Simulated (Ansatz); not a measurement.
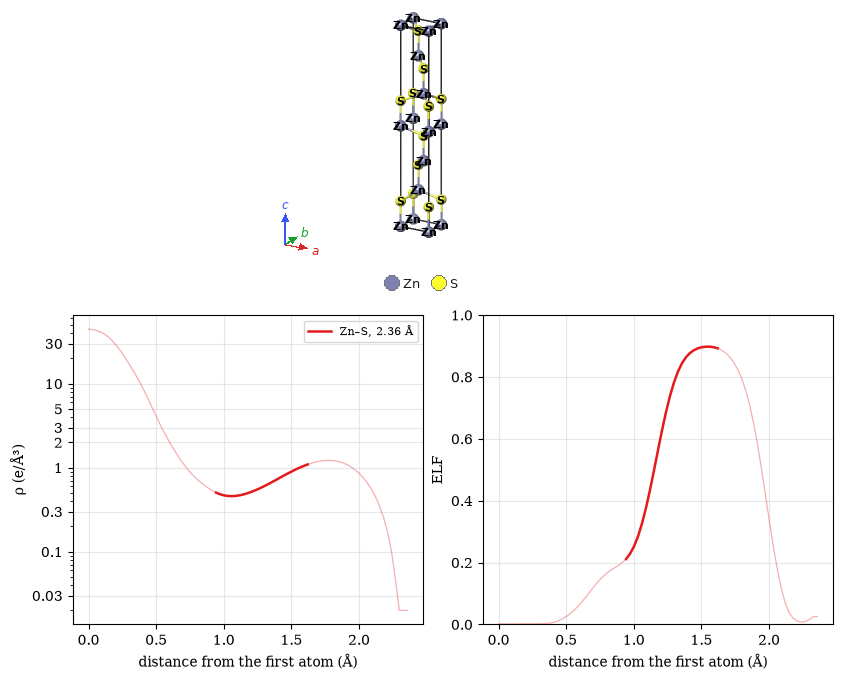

Figure. ZnS. Valence pseudo-density and ELF along straight lines between neighbouring atoms. Thin, pale parts lie inside the atomic spheres. The structure is drawn too.

Space group P6₃mc; a generated structure, not necessarily the stable one.

Theory: Ansatz 0.2.0, DFT PBE, scalar-relativistic, plane waves, PAW.

In a PAW calculation such maps are meaningful between the atoms, not at the nuclei.

> What can be read from the curves?

Zn–S (2.36 Å): the density is about 0.5 e/Å³ at the midpoint; the ELF peaks at about 0.90 in the valence shell of S, 0.8 Å from its nucleus, and is about 0.55 at the midpoint.
